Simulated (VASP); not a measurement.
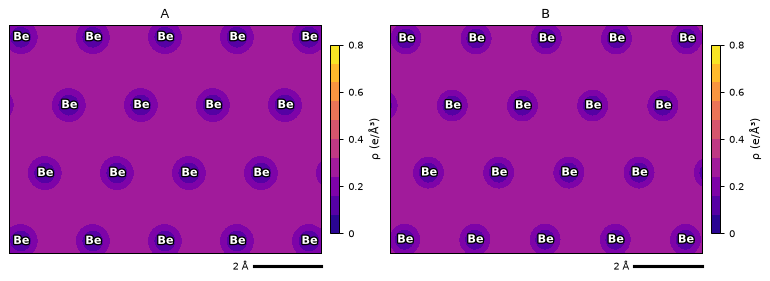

Be. The valence electron density of two cells that differ in size and shape, on the (011̄) plane of each (indices in the axes of the calculation cell), at one length scale and on one colour scale: A has 7.6 Å³ an atom and B 7.2.

Method: VASP 6.6.1, Kohn-Sham DFT of a periodic cell, PBEsol, VASP PAW PBE potentials, recommended.

In a PAW calculation such maps are meaningful between the atoms, not at the nuclei.

The larger cell:

```xyz
1
Lattice="-1.2407 1.2407 1.2407 1.2407 -1.2407 1.2407 1.2407 1.2407 -1.2407" Properties=species:S:1:pos:R:3 pbc="T T T"
Be    0.0000    0.0000    0.0000
```

The smaller cell: a = 2.093 Å, b = 2.122 Å, c = 2.093 Å, α = 109.54°, β = 109.05°, γ = 109.26°.

### What changes from the larger cell to the smaller?

From the larger cell to the smaller, Be–Be goes from 2.15 to 2.09 Å, and the density at its midpoint from 0.28 to 0.3 e/Å³; the pressure goes from 2.2 to 11 GPa.
